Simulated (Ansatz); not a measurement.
Consider MoS₂.

```
Mo S
1.0
     5.86479    0.00000    0.00000
     0.00000    5.86479    0.00000
     0.00000    0.00000    5.86479
Mo S
4 8
Direct
  0.00000 0.00000 0.00000
  0.50000 0.50000 0.00000
  0.50000 0.00000 0.50000
  0.00000 0.50000 0.50000
  0.25000 0.25000 0.25000
  0.75000 0.75000 0.25000
  0.75000 0.25000 0.75000
  0.25000 0.75000 0.75000
  0.75000 0.25000 0.25000
  0.25000 0.75000 0.25000
  0.25000 0.25000 0.75000
  0.75000 0.75000 0.75000
```

Space group Fm-3m; started from the fluorite prototype, which need not be the ambient phase; computed without spin polarisation.

Method: Ansatz 0.2.0, DFT, PBE, plane waves, PAW.

What can the converged valence pseudo-density and electron localisation function tell about the bonding?

Mo–S (2.54 Å): the density is about 0.46 e/Å³ at the midpoint; the ELF peaks at about 0.90 in the valence shell of S, 0.8 Å from its nucleus, and is about 0.40 at the midpoint.

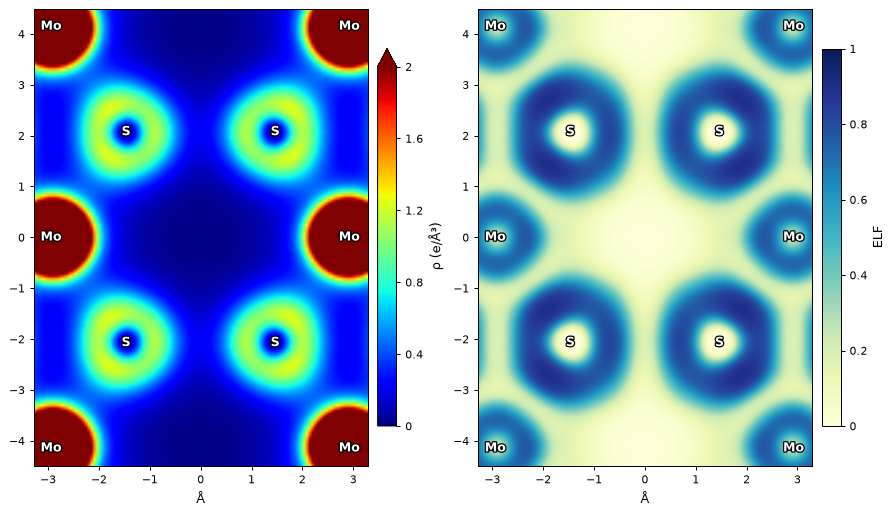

Computed valence pseudo-density and electron localisation function on the (011) plane of the conventional cell, in this order. 

The density is the valence pseudo-density of a PAW calculation; it isn't the true density close to the nuclei.
